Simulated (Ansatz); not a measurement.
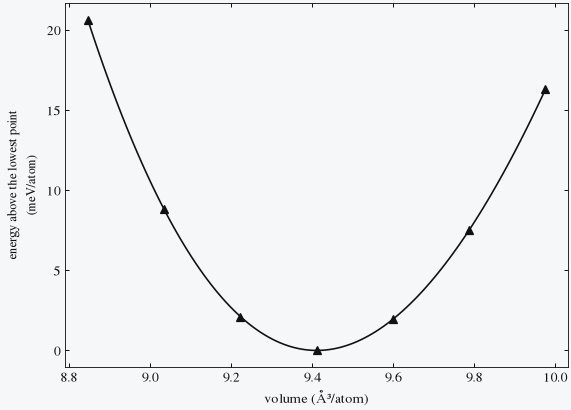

Plotted: energy above the lowest point against volume for CuO₂, space group Fm-3m (No. 225) (one of a set of cubic test structures, which need not be the stable phase).

Computed with Ansatz 0.2.0 development build: equation of state of a cubic crystal from periodic Kohn-Sham density functional theory without spin, third-order Birch-Murnaghan fit to the free energies; pressure corrected for the finite basis. Level: PBE.

```json
{"setting": "structure type", "value": "fluorite"}
{"setting": "atoms in cell", "value": "3"}
{"setting": "space group number", "value": "225"}
{"setting": "lattice centring", "value": "face-centred primitive"}
{"setting": "k mesh", "value": "20×20×20"}
{"setting": "occupation method", "value": "Fermi–Dirac"}
{"setting": "occupation width", "value": "0.06123 eV"}
{"setting": "wave cutoff", "value": "420 eV"}
{"setting": "datasets", "value": "soft-1 PAW"}
{"setting": "density tolerance", "value": "1e-07 eV"}
{"setting": "bands", "value": "20"}
{"setting": "density cutoff ratio", "value": "4"}
{"setting": "search for lower states", "value": "default"}
```

Question: Give the fitted equation-of-state parameters.

Answer: A third-order Birch–Murnaghan fit gives V0 = 9.41 Å³/atom, B0 = 173 GPa and B′ = 4.9.

Keep in mind: cubic model structure, not the ambient form; no spin polarisation, a magnetic state may lie lower.
